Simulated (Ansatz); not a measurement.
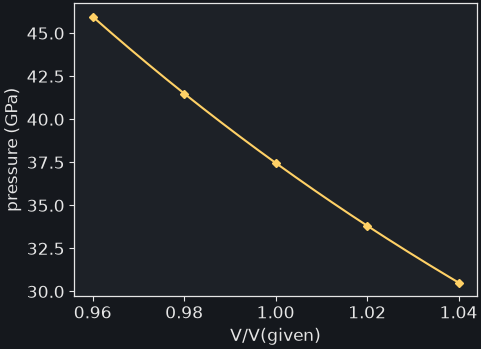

The picture above shows the pressure against V/V(given).

Computed with Ansatz 0.2.0: periodic Kohn-Sham DFT of a crystal at fixed atoms, scaled to the stated factor times the given cell; pressure positive in compression, energy less spherical unpolarised free atoms. Level: PBE, no spin-orbit coupling.

For which of these solids was it computed?
A. Au, Fm-3m (No. 225), 17.1 Å³/atom
B. Pb, Fm-3m (No. 225), 32.0 Å³/atom
C. Tl, Fm-3m (No. 225), 20.3 Å³/atom

C, Tl: pressure from 30.5 GPa to 46.0 GPa. The others give: Pb, pressure from −1.936 GPa to 2.753 GPa; Au, pressure from −1.3 GPa to 21.3 GPa.

For Au, limits of the calculation: no spin-orbit coupling on heavy atoms.

For Pb, limits of the calculation: no spin-orbit coupling on heavy atoms.

For Tl, limits of the calculation: no spin-orbit coupling on heavy atoms; the volumes run don't bracket the minimum of the energy, so any equilibrium value is extrapolated.
